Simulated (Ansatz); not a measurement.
Si

```
Si
1.0
     3.85428    0.00000    0.00000
     0.00000    6.77631    0.00000
     0.00000    0.00000    8.36126
Si
12
Direct
  0.25000 0.25000 0.33414
  0.75000 0.75000 0.33414
  0.25000 0.75000 0.66586
  0.75000 0.25000 0.66586
  0.25000 0.75000 0.16586
  0.75000 0.25000 0.16586
  0.25000 0.25000 0.83414
  0.75000 0.75000 0.83414
  0.00000 0.00000 0.50000
  0.50000 0.50000 0.50000
  0.00000 0.50000 0.00000
  0.50000 0.00000 0.00000
```

Space group Ccce; a structure generated by program, which may or may not match a known phase.

Level of theory: DFT PBE, scalar-relativistic, plane waves, PAW (Ansatz).

The density is the valence pseudo-density of a PAW calculation; it isn't the true density close to the nuclei.

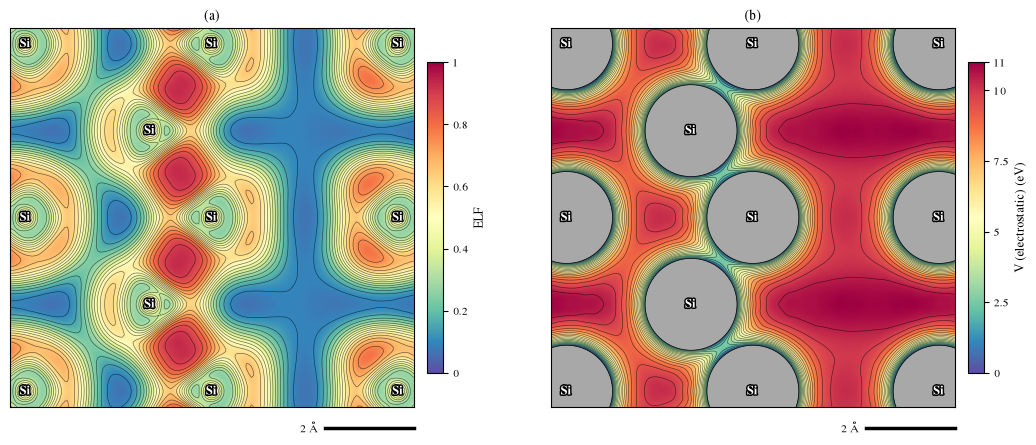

Figure 1. (a) ELF; (b) electrostatic potential energy of an electron on the (11̄0) plane of the conventional cell. Grey discs cover the atomic cores in the potential map.

Question: Describe what can be read from this map.

Answer:
- The section cuts through Si sites.
- Si–Si (2.39 Å): the ELF peaks at about 0.95 between the atoms.
- Outside the cores the potential energy rises away from the atoms and is highest about 2.0 Å from the nearest atoms; its zero is arbitrary.

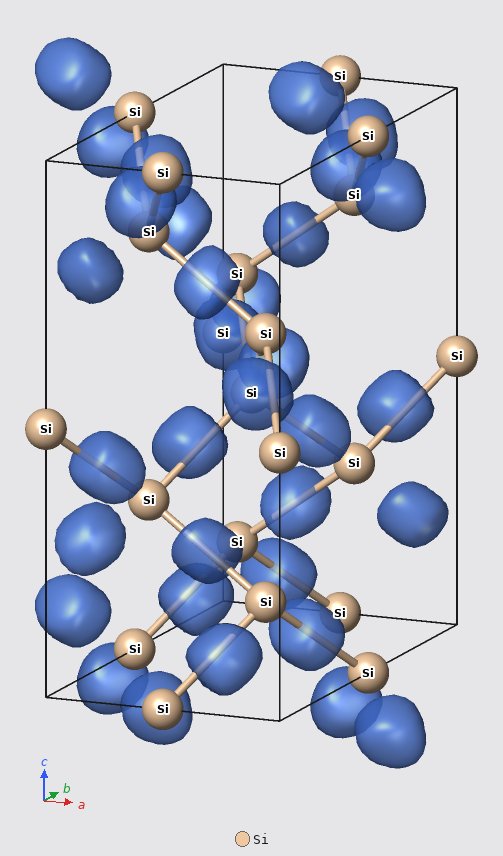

Figure 2. Isosurface of the electron localisation function at 0.85 (blue), seen slightly off an axis. Core shells and regions of very low density are left out. Sticks mark near contacts.

Question: Describe the localisation domains.

Answer: The surface consists of 24 regions between bonded Si–Si atoms, counted in one cell of 12 atoms. Regions shared between cells count once.

Question: Metal or insulator at this level of theory?

Answer: It is metallic or semimetallic at this level of theory: no gap opens.
